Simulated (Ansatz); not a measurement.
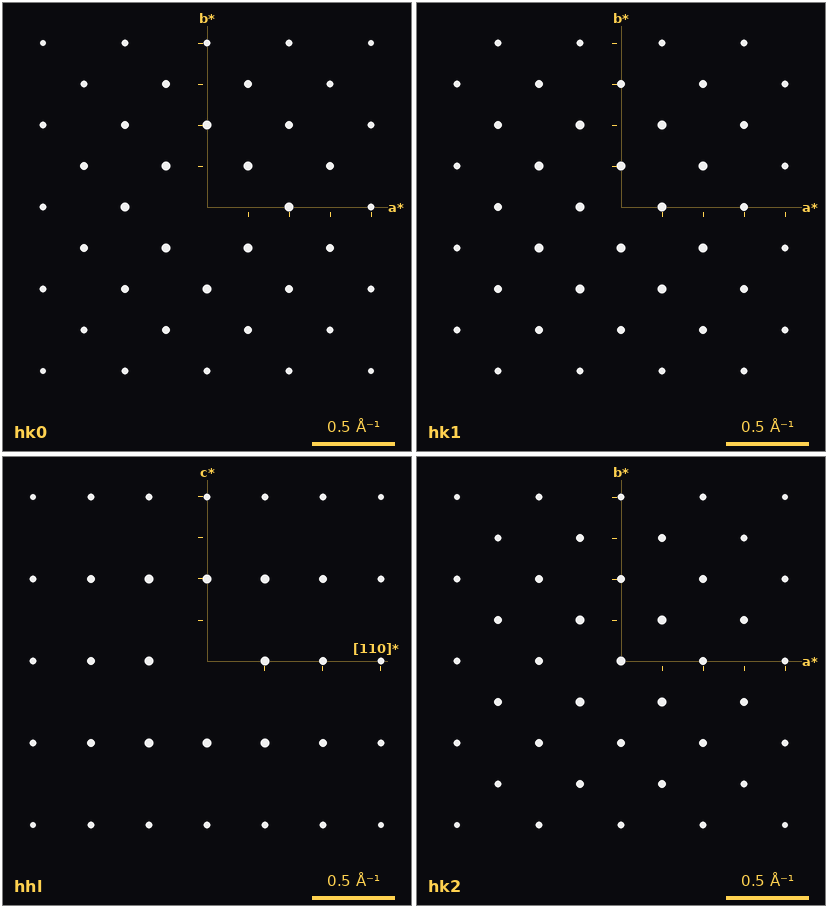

Simulated precession-type sections (X-rays; kinematic intensities, B = 0.5 Å²). The ticks mark integer indices of the conventional cell.

The compound is Yb. Structure: coordinates from a relaxation with DFT, PBEsol, plane waves (420 eV) with PAW, scalar-relativistic (Ansatz 0.2.0); the starting structure was generated, so it need not be a known form of this composition.

Q: What cell do the layers give?

A: a* = 0.251, b* = 0.251, c* = 0.251 Å⁻¹; the cell is cubic with a = 3.99 Å.

Q: List the systematic absences.

A: Reflections are present only under these conditions. hkl: h + k + l = 2n; hk0: h + k = 2n; hhl: l = 2n; h00: h = 2n. The lattice is body-centred (I).

Q: Which space groups fit?

A: The intensities have Laue symmetry m-3m (the hk0 layer shows 4mm, hk1 shows 4mm). With these conditions the candidates are I432 (No. 211), I-43m (No. 217), Im-3m (No. 229). Diffraction geometry alone does not choose among them; the structure has Im-3m.
